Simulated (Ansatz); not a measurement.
## Run report: C$_{20}$H$_{3}$N, geometry relaxation (part 4 of 4)

Continued. System: C$_{20}$H$_{3}$N (slab, 24 atoms in the cell). Method: DFT PBE+D3(BJ), scalar-relativistic, plane waves, PAW, no spin polarisation (Ansatz 0.2.0); cutoff 420 eV, 3×3×1 k-mesh, Gaussian smearing of 0.05 eV. The structure derives from an entry of the Crystallography Open Database. The input holds or restrains some coordinates. It belongs to a series of runs on one base structure; here: 1 MeCN a cell, upright, over a bridge C-C site.

Geometry of the input (Å; fractional positions):
```
7.3951  0.0000  0.0000
-3.6976  6.4044  0.0000
0.0000  0.0000  20.9919
C  0.5556  0.4444  0.3811
C  0.5556  0.7778  0.3811
C  0.5556  0.1111  0.3811
C  0.8889  0.4444  0.3811
C  0.8889  0.7778  0.3811
C  0.8889  0.1111  0.3811
C  0.2222  0.4444  0.3811
C  0.2222  0.7778  0.3811
C  0.2222  0.1111  0.3811
C  0.4444  0.2222  0.3812
C  0.4444  0.5556  0.3812
C  0.4444  0.8889  0.3812
C  0.7778  0.2222  0.3812
C  0.7778  0.5556  0.3812
C  0.7778  0.8889  0.3812
C  0.1111  0.2222  0.3812
C  0.1111  0.5556  0.3812
C  0.1111  0.8889  0.3812
C  0.1667  0.1667  0.6079
C  0.1667  0.1667  0.5382
N  0.1667  0.1667  0.4831
H  0.0403  0.1931  0.6256
H  0.1403  0.0139  0.6256
H  0.3194  0.2930  0.6256
```

### Trajectory as extended XYZ, continued
```
24
Lattice="7.3951 0.0000 0.0000 -3.6976 6.4044 0.0000 0.0000 0.0000 20.9919" Properties=species:S:1:pos:R:3:forces:R:3 step=23 energy=-5451.98341
C     2.4651    2.8464    8.0000   -0.0036  -0.0022   0.1116
C     1.2366    4.9785    8.0142   -0.0001   0.0038   0.0006
C     3.6973    0.7064    8.0152    0.0032  -0.0014   0.0001
C     4.9336    2.8434    8.0145   -0.0005   0.0035  -0.0002
C     3.6967    4.9763    8.0138    0.0028  -0.0016  -0.0002
C     6.1623    0.7107    8.0181   -0.0034  -0.0021   0.0000
C    -0.0006    2.8414    8.0165    0.0029  -0.0009   0.0007
C    -1.2328    4.9810    8.0186   -0.0027  -0.0018   0.0007
C     1.2360    0.7083    8.0174   -0.0001   0.0033   0.0001
C     2.4649    1.4180    8.0104   -0.0025   0.0017   0.0005
C     1.2364    3.5558    8.0096   -0.0003  -0.0031  -0.0001
C    -0.0003    5.6921    8.0179    0.0031   0.0012  -0.0002
C     4.9340    1.4205    8.0159   -0.0003  -0.0034   0.0006
C     3.6971    3.5579    8.0080    0.0033   0.0016   0.0005
C     2.4650    5.6875    8.0148   -0.0029   0.0014  -0.0002
C    -0.0009    1.4223    8.0183    0.0028   0.0013   0.0002
C    -1.2329    3.5528    8.0182   -0.0030   0.0020   0.0000
C    -2.4618    5.6899    8.0187   -0.0003  -0.0041   0.0000
C     0.9108    1.3588   12.4891   -0.0214  -0.0413  -0.0891
C     0.0559    0.2812   12.0052   -0.0792  -0.1038  -0.0553
N    -0.6298   -0.5834   11.6341    0.1646   0.2034   0.0887
H     0.3483    2.0074   13.1746    0.0134  -0.0107  -0.0495
H     1.7729    0.9436   13.0301   -0.0338   0.0149  -0.0579
H     1.2812    1.9693   11.6515   -0.0423  -0.0615   0.0486
24
Lattice="7.3951 0.0000 0.0000 -3.6976 6.4044 0.0000 0.0000 0.0000 20.9919" Properties=species:S:1:pos:R:3:forces:R:3 step=25 energy=-5452.02388
C     2.4651    2.8464    8.0000   -0.0071  -0.0046   0.1233
C     1.2367    4.9787    8.0153    0.0008   0.0064   0.0002
C     3.6975    0.7063    8.0167    0.0045  -0.0030   0.0003
C     4.9336    2.8436    8.0158   -0.0003   0.0052  -0.0001
C     3.6969    4.9762    8.0143    0.0039  -0.0027  -0.0015
C     6.1622    0.7105    8.0192   -0.0053  -0.0034  -0.0011
C    -0.0003    2.8414    8.0183    0.0049  -0.0028   0.0003
C    -1.2329    4.9809    8.0204   -0.0046  -0.0018   0.0007
C     1.2360    0.7084    8.0189    0.0004   0.0052  -0.0009
C     2.4649    1.4181    8.0115   -0.0048   0.0026   0.0001
C     1.2365    3.5558    8.0106   -0.0001  -0.0052   0.0001
C     0.0000    5.6922    8.0196    0.0048   0.0023  -0.0001
C     4.9341    1.4203    8.0173    0.0008  -0.0051   0.0004
C     3.6974    3.5581    8.0084    0.0052   0.0037   0.0005
C     2.4649    5.6875    8.0153   -0.0046   0.0020  -0.0019
C    -0.0007    1.4224    8.0199    0.0040   0.0027  -0.0009
C    -1.2330    3.5530    8.0200   -0.0050   0.0024   0.0002
C    -2.4618    5.6897    8.0201   -0.0003  -0.0064  -0.0005
C     0.9176    1.3712   12.1666   -0.0040  -0.0107  -0.0575
C     0.0500    0.2586   11.8093   -0.0816  -0.1094  -0.0400
N    -0.6456   -0.6342   11.5385    0.1243   0.1569   0.0401
H     0.3924    2.0583   12.8433    0.0058  -0.0044  -0.0405
H     1.8178    1.0014   12.6757   -0.0183   0.0048  -0.0446
H     1.2248    1.9281   11.2700   -0.0225  -0.0336   0.0242
24
Lattice="7.3951 0.0000 0.0000 -3.6976 6.4044 0.0000 0.0000 0.0000 20.9919" Properties=species:S:1:pos:R:3:forces:R:3 step=27 energy=-5452.06099
C     2.4651    2.8464    8.0000   -0.0136  -0.0122   0.1055
C     1.2370    4.9795    8.0122   -0.0006   0.0091   0.0000
C     3.6984    0.7061    8.0145    0.0083  -0.0036  -0.0002
C     4.9339    2.8443    8.0137   -0.0005   0.0087  -0.0002
C     3.6976    4.9761    8.0093    0.0078  -0.0044  -0.0011
C     6.1619    0.7102    8.0140   -0.0077  -0.0046  -0.0013
C     0.0004    2.8412    8.0158    0.0082  -0.0040  -0.0014
C    -1.2331    4.9807    8.0177   -0.0071  -0.0055  -0.0003
C     1.2363    0.7090    8.0145   -0.0002   0.0090  -0.0052
C     2.4648    1.4185    8.0097   -0.0079   0.0050  -0.0010
C     1.2368    3.5554    8.0092   -0.0011  -0.0094   0.0001
C     0.0008    5.6926    8.0170    0.0078   0.0039  -0.0006
C     4.9344    1.4198    8.0144   -0.0012  -0.0089  -0.0002
C     3.6983    3.5586    8.0065    0.0083   0.0039   0.0010
C     2.4647    5.6879    8.0097   -0.0078   0.0042  -0.0015
C     0.0000    1.4226    8.0153    0.0082   0.0038  -0.0049
C    -1.2332    3.5534    8.0177   -0.0073   0.0055  -0.0005
C    -2.4616    5.6891    8.0156   -0.0002  -0.0088  -0.0016
C     0.9329    1.3930   11.8332   -0.0028  -0.0038  -0.0402
C     0.0568    0.2560   11.5955   -0.0531  -0.0730  -0.0200
N    -0.6442   -0.6550   11.4173    0.0902   0.1161   0.0174
H     0.4430    2.1167   12.4981    0.0077  -0.0078  -0.0349
H     1.8661    1.0599   12.3068   -0.0178   0.0043  -0.0361
H     1.1795    1.8964   10.8879   -0.0176  -0.0275   0.0271
24
Lattice="7.3951 0.0000 0.0000 -3.6976 6.4044 0.0000 0.0000 0.0000 20.9919" Properties=species:S:1:pos:R:3:forces:R:3 step=29 energy=-5452.07706
C     2.4651    2.8464    8.0000   -0.0160  -0.0321   0.0202
C     1.2375    4.9813    8.0018   -0.0059   0.0075  -0.0003
C     3.7002    0.7061    8.0038    0.0097   0.0055  -0.0001
C     4.9345    2.8460    8.0038   -0.0098   0.0032   0.0007
C     3.6994    4.9761    7.9963    0.0068   0.0000  -0.0014
C     6.1615    0.7097    7.9973   -0.0061  -0.0078  -0.0031
C     0.0021    2.8411    8.0022    0.0134  -0.0002  -0.0038
C    -1.2334    4.9804    8.0047   -0.0005  -0.0090  -0.0010
C     1.2367    0.7103    7.9959   -0.0036   0.0135  -0.0067
C     2.4646    1.4197    7.9999   -0.0079   0.0107  -0.0018
C     1.2373    3.5548    8.0022   -0.0092  -0.0097   0.0008
C     0.0026    5.6935    8.0047    0.0069  -0.0065   0.0002
C     4.9349    1.4190    8.0028   -0.0068  -0.0057  -0.0007
C     3.7003    3.5596    8.0008    0.0101  -0.0006   0.0025
C     2.4643    5.6890    7.9955   -0.0030   0.0053  -0.0025
C     0.0015    1.4232    7.9962    0.0141   0.0010  -0.0081
C    -1.2336    3.5545    8.0053   -0.0006   0.0129  -0.0008
C    -2.4612    5.6882    7.9991   -0.0044  -0.0089  -0.0036
C     0.9691    1.4480   11.5348    0.0038  -0.0182  -0.0362
C     0.0888    0.2944   11.4126   -0.0365  -0.0643   0.0026
N    -0.6144   -0.6282   11.3228    0.1153   0.1541   0.0091
H     0.5291    2.1923   12.2119    0.0097  -0.0171  -0.0293
H     1.9456    1.1426   11.9371   -0.0583   0.0033  -0.0370
H     1.1273    1.9167   10.5524   -0.0215  -0.0375   0.0999
24
Lattice="7.3951 0.0000 0.0000 -3.6976 6.4044 0.0000 0.0000 0.0000 20.9919" Properties=species:S:1:pos:R:3:forces:R:3 step=31 energy=-5452.08094
C     2.4651    2.8464    8.0000   -0.0127  -0.0309  -0.0280
C     1.2373    4.9825    7.9954   -0.0097   0.0072   0.0003
C     3.7011    0.7069    7.9971    0.0077   0.0033   0.0001
C     4.9343    2.8472    7.9976   -0.0057   0.0091  -0.0001
C     3.7004    4.9768    7.9892    0.0126   0.0080   0.0026
C     6.1614    0.7097    7.9871    0.0006  -0.0078   0.0002
C     0.0032    2.8418    7.9931    0.0032   0.0046   0.0018
C    -1.2334    4.9804    7.9961   -0.0057  -0.0092  -0.0006
C     1.2367    0.7118    7.9857   -0.0107   0.0029   0.0096
C     2.4645    1.4211    7.9944    0.0018   0.0075   0.0038
C     1.2371    3.5548    7.9977   -0.0042  -0.0037  -0.0009
C     0.0036    5.6940    7.9969    0.0122  -0.0002  -0.0001
C     4.9347    1.4191    7.9954   -0.0060  -0.0098  -0.0001
C     3.7013    3.5603    7.9979    0.0088  -0.0051  -0.0005
C     2.4643    5.6902    7.9876    0.0008   0.0131   0.0027
C     0.0027    1.4239    7.9849    0.0073  -0.0097   0.0068
C    -1.2335    3.5559    7.9968   -0.0022   0.0069  -0.0003
C    -2.4612    5.6883    7.9891   -0.0097  -0.0042   0.0007
C     1.0224    1.5356   11.5083    0.1530   0.1587   0.0015
C     0.1460    0.3857   11.3965   -0.0387  -0.0640   0.0024
N    -0.5563   -0.5362   11.3136   -0.0060  -0.0042  -0.0059
H     0.6443    2.2301   12.2749    0.0644  -0.0747  -0.0947
H     2.0398    1.2153   11.7890   -0.1580   0.0584  -0.0494
H     1.0774    2.0701   10.5464   -0.0033  -0.0557   0.1479
24
Lattice="7.3951 0.0000 0.0000 -3.6976 6.4044 0.0000 0.0000 0.0000 20.9919" Properties=species:S:1:pos:R:3:forces:R:3 step=33 energy=-5452.08551
C     2.4651    2.8464    8.0000   -0.0121  -0.0271  -0.0089
C     1.2372    4.9831    7.9978   -0.0095   0.0041   0.0000
C     3.7014    0.7074    8.0000    0.0063   0.0078   0.0000
C     4.9342    2.8477    8.0000   -0.0090   0.0038   0.0000
C     3.7007    4.9773    7.9925    0.0076   0.0061   0.0023
C     6.1615    0.7099    7.9909   -0.0003  -0.0059   0.0003
C     0.0033    2.8422    7.9962    0.0069   0.0051  -0.0003
C    -1.2335    4.9805    7.9994   -0.0002  -0.0074  -0.0001
C     1.2364    0.7122    7.9906   -0.0084   0.0080   0.0043
C     2.4645    1.4216    7.9972   -0.0005   0.0085   0.0018
C     1.2370    3.5550    7.9991   -0.0060  -0.0052  -0.0005
C     0.0038    5.6944    8.0000    0.0076  -0.0065   0.0003
C     4.9346    1.4193    7.9981   -0.0074  -0.0051  -0.0001
C     3.7016    3.5605    7.9993    0.0065  -0.0059   0.0000
C     2.4644    5.6909    7.9910    0.0022   0.0080   0.0023
C     0.0029    1.4240    7.9894    0.0105  -0.0062   0.0018
C    -1.2336    3.5565    7.9998    0.0018   0.0083  -0.0004
C    -2.4614    5.6886    7.9934   -0.0073  -0.0042   0.0002
C     1.0600    1.5859   11.4909    0.1087   0.0941  -0.0038
C     0.1750    0.4381   11.3889   -0.0128  -0.0334   0.0025
N    -0.5332   -0.4805   11.3132    0.0264   0.0388  -0.0013
H     0.7712    2.2144   12.3481    0.0496  -0.0692  -0.1064
H     2.1030    1.2546   11.6286   -0.1691   0.0540  -0.0300
H     1.0052    2.1948   10.5742    0.0081  -0.0708   0.1360
24
Lattice="7.3951 0.0000 0.0000 -3.6976 6.4044 0.0000 0.0000 0.0000 20.9919" Properties=species:S:1:pos:R:3:forces:R:3 step=36 energy=-5452.09273
C     2.4651    2.8464    8.0000   -0.0094  -0.0146   0.0076
C     1.2370    4.9837    8.0001   -0.0083   0.0013   0.0002
C     3.7016    0.7081    8.0025    0.0037   0.0075   0.0002
C     4.9339    2.8483    8.0021   -0.0089   0.0023  -0.0001
C     3.7009    4.9781    7.9958    0.0039   0.0070   0.0003
C     6.1616    0.7102    7.9941    0.0021  -0.0060  -0.0016
C     0.0036    2.8429    7.9983    0.0035   0.0066   0.0003
C    -1.2335    4.9808    8.0021    0.0007  -0.0061   0.0005
C     1.2361    0.7129    7.9945   -0.0105   0.0031   0.0013
C     2.4645    1.4223    7.9993    0.0039   0.0070  -0.0014
C     1.2368    3.5553    8.0002   -0.0056  -0.0015  -0.0018
C     0.0041    5.6947    8.0027    0.0067  -0.0072   0.0002
C     4.9344    1.4197    8.0005   -0.0054  -0.0026   0.0008
C     3.7018    3.5607    8.0008    0.0048  -0.0066  -0.0012
C     2.4645    5.6918    7.9944    0.0041   0.0075   0.0005
C     0.0032    1.4244    7.9928    0.0062  -0.0068   0.0014
C    -1.2335    3.5573    8.0021    0.0047   0.0058   0.0002
C    -2.4617    5.6890    7.9970   -0.0067  -0.0018   0.0003
C     1.1253    1.6323   11.4533    0.0512   0.0546   0.0090
C     0.2187    0.4999   11.3693    0.0054   0.0052   0.0098
N    -0.5065   -0.4058   11.3065    0.0008   0.0027  -0.0031
H     1.0157    2.1381   12.4242    0.0194  -0.0437  -0.0876
H     2.1669    1.2949   11.3446   -0.0891   0.0362   0.0006
H     0.9076    2.3559   10.6540    0.0236  -0.0488   0.0634
24
Lattice="7.3951 0.0000 0.0000 -3.6976 6.4044 0.0000 0.0000 0.0000 20.9919" Properties=species:S:1:pos:R:3:forces:R:3 step=38 energy=-5452.09521
C     2.4651    2.8464    8.0000   -0.0090  -0.0045  -0.0108
C     1.2365    4.9844    7.9999   -0.0067   0.0018   0.0001
C     3.7018    0.7091    8.0018    0.0035   0.0037  -0.0011
C     4.9334    2.8490    8.0017   -0.0059   0.0015   0.0007
C     3.7011    4.9791    7.9962    0.0032   0.0039   0.0009
C     6.1617    0.7106    7.9938    0.0002  -0.0061  -0.0008
C     0.0037    2.8439    7.9971    0.0035   0.0029   0.0029
C    -1.2335    4.9811    8.0017    0.0002  -0.0064  -0.0008
C     1.2355    0.7137    7.9930   -0.0064   0.0018   0.0003
C     2.4646    1.4233    7.9976    0.0017   0.0056  -0.0002
C     1.2364    3.5558    7.9993   -0.0047  -0.0027   0.0020
C     0.0044    5.6949    8.0022    0.0049  -0.0040   0.0000
C     4.9341    1.4202    8.0001   -0.0042  -0.0014   0.0003
C     3.7020    3.5609    8.0009    0.0055  -0.0039   0.0015
C     2.4648    5.6929    7.9948    0.0027   0.0066   0.0009
C     0.0035    1.4247    7.9917    0.0063  -0.0028   0.0028
C    -1.2334    3.5583    8.0015    0.0024   0.0060  -0.0011
C    -2.4622    5.6896    7.9966   -0.0039  -0.0012  -0.0017
C     1.2369    1.6663   11.3996    0.0856   0.0554   0.0305
C     0.2953    0.5601   11.3495   -0.0031  -0.0169   0.0169
N    -0.4578   -0.3243   11.3114    0.0230   0.0291  -0.0045
H     1.2702    2.0968   12.4139    0.0020  -0.0631  -0.1589
H     2.2470    1.3190   11.1262   -0.1508   0.0615   0.0400
H     0.9346    2.4531   10.6914    0.0500  -0.0670   0.0800
24
Lattice="7.3951 0.0000 0.0000 -3.6976 6.4044 0.0000 0.0000 0.0000 20.9919" Properties=species:S:1:pos:R:3:forces:R:3 step=40 energy=-5452.09671
C     2.4651    2.8464    8.0000   -0.0057  -0.0039   0.0020
C     1.2365    4.9845    8.0014   -0.0057   0.0009   0.0002
C     3.7020    0.7092    8.0027    0.0025   0.0038  -0.0002
C     4.9333    2.8491    8.0030   -0.0060   0.0014  -0.0001
C     3.7012    4.9792    7.9976    0.0026   0.0036  -0.0001
C     6.1618    0.7106    7.9957    0.0008  -0.0053   0.0001
C     0.0039    2.8441    7.9995    0.0023   0.0035   0.0002
C    -1.2334    4.9811    8.0029    0.0002  -0.0054   0.0004
C     1.2355    0.7138    7.9948   -0.0065   0.0007  -0.0013
C     2.4647    1.4234    7.9984    0.0029   0.0051  -0.0020
C     1.2364    3.5558    8.0008   -0.0042  -0.0007  -0.0004
C     0.0045    5.6949    8.0035    0.0046  -0.0037   0.0001
C     4.9341    1.4203    8.0015   -0.0037  -0.0010   0.0003
C     3.7021    3.5610    8.0016    0.0046  -0.0037  -0.0004
C     2.4649    5.6931    7.9964    0.0024   0.0057   0.0003
C     0.0037    1.4248    7.9943    0.0043  -0.0034  -0.0003
C    -1.2332    3.5584    8.0032    0.0026   0.0049   0.0003
C    -2.4621    5.6897    7.9979   -0.0040  -0.0009   0.0000
C     1.2544    1.6575   11.4040    0.0094   0.0061   0.0027
C     0.3041    0.5596   11.3516   -0.0008  -0.0029   0.0062
N    -0.4561   -0.3183   11.3108    0.0045   0.0051  -0.0020
H     1.3203    2.0584   12.4238    0.0005  -0.0077  -0.0195
H     2.2498    1.3133   11.0942   -0.0165   0.0063   0.0035
H     0.9415    2.4648   10.7290    0.0087  -0.0084   0.0101
24
Lattice="7.3951 0.0000 0.0000 -3.6976 6.4044 0.0000 0.0000 0.0000 20.9919" Properties=species:S:1:pos:R:3:forces:R:3 step=42 energy=-5452.09715
C     2.4651    2.8464    8.0000   -0.0009  -0.0008   0.0043
C     1.2361    4.9850    8.0030   -0.0028   0.0016   0.0000
C     3.7023    0.7100    8.0030    0.0029   0.0020   0.0002
C     4.9330    2.8497    8.0042   -0.0029   0.0014   0.0000
C     3.7015    4.9800    7.9990    0.0032   0.0023  -0.0007
C     6.1620    0.7107    7.9976    0.0008  -0.0038  -0.0011
C     0.0042    2.8448    8.0016    0.0014   0.0022  -0.0004
C    -1.2333    4.9811    8.0041    0.0001  -0.0039   0.0002
C     1.2351    0.7144    7.9952   -0.0037  -0.0003  -0.0010
C     2.4649    1.4243    7.9978    0.0014   0.0033  -0.0010
C     1.2360    3.5561    8.0021   -0.0028   0.0004  -0.0007
C     0.0049    5.6950    8.0046    0.0034  -0.0016   0.0002
C     4.9338    1.4207    8.0026   -0.0031  -0.0016   0.0004
C     3.7024    3.5611    8.0023    0.0025  -0.0013  -0.0002
C     2.4651    5.6940    7.9982    0.0004   0.0037  -0.0008
C     0.0041    1.4250    7.9961    0.0014  -0.0035  -0.0015
C    -1.2330    3.5592    8.0050    0.0000   0.0036   0.0000
C    -2.4624    5.6900    7.9989   -0.0044  -0.0012  -0.0006
C     1.3299    1.6339   11.3989    0.0119   0.0106   0.0066
C     0.3485    0.5635   11.3487   -0.0099  -0.0071   0.0026
N    -0.4364   -0.2925   11.3078    0.0137   0.0138   0.0023
H     1.4514    1.9953   12.4286   -0.0051  -0.0118  -0.0260
H     2.3010    1.2751   11.0332   -0.0168   0.0085   0.0071
H     1.0111    2.4741   10.7677    0.0093  -0.0165   0.0101
```

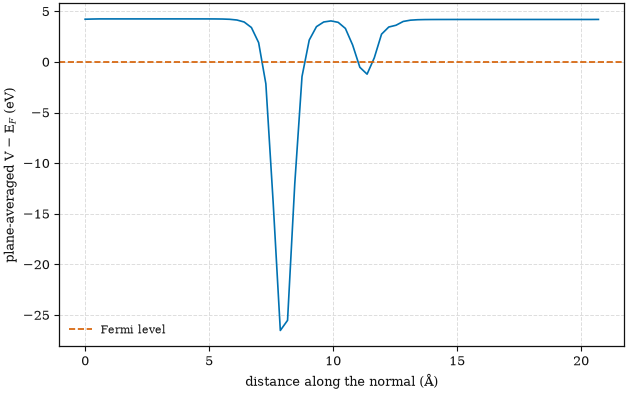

Figure 1. Plane average of the electrostatic potential energy of an electron across the cell, from the Fermi level. The vacuum level lies 4.19 eV above the Fermi level on the upper side and 4.25 eV on the lower.

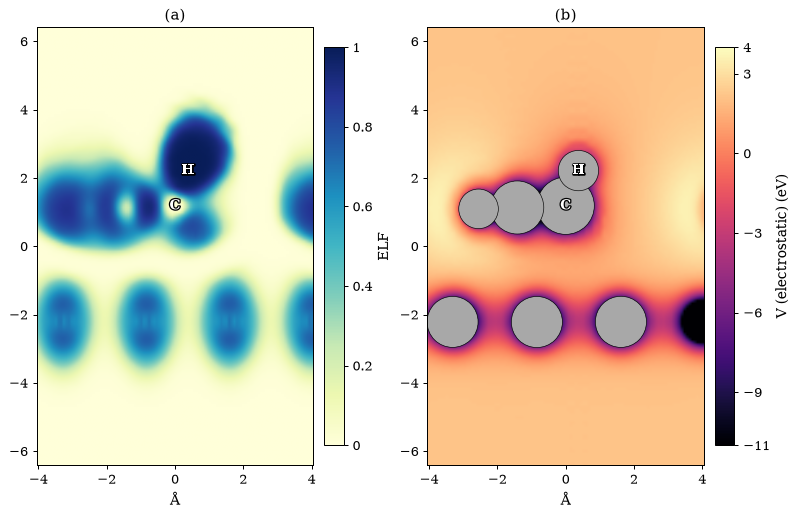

Figure 2. (a) electron localisation function; (b) electrostatic potential (local pseudopotential plus Hartree) felt by an electron on the (11̄0) plane of the calculation cell, a cut from vacuum to vacuum. Grey discs, where drawn, cover atomic cores. The section cuts through C and H sites. The fields are those of the smooth PAW valence density.

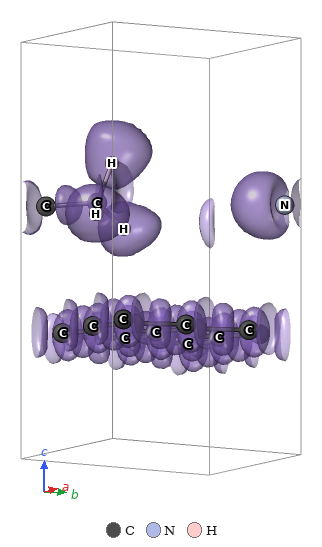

Figure 3. Isosurface of the electron localisation function at 0.8 (purple), seen at an oblique angle. Core shells and regions of very low density are left out. Sticks mark near contacts. Counts are for one cell; the picture repeats the cell along the surface.  Values along the shortest contacts: C–H (1.10 Å): the ELF climbs to about 1 towards the hydrogen; a covalent bond by its length. C–N (1.16 Å): the ELF peaks at about 0.85 between the atoms (inside overlapping PAW spheres, so only a guide) (a multiple bond by its length, whose ELF region spreads away from the axis).

### Key numbers

- outcome: converged under the restraints of the input
- electrons treated: 88
- free energy: −5452.0972 eV
- work function, top face: 4.19 eV
- work function, bottom face: 4.25 eV
- Fermi energy: −2.095 eV
- gap on the k-point mesh: 0.07 eV
- final volume: 994.21 Å³
- work function (upper face): 4.19 eV
- largest force (length of the vector) at the end, held atoms and coordinates included: 0.029 eV/Å
- wall time: 20 min (CPU time 40 min)
- peak memory: 1.3 GiB

Warnings of the run: the exchange-correlation potential is rough where the density is thin.
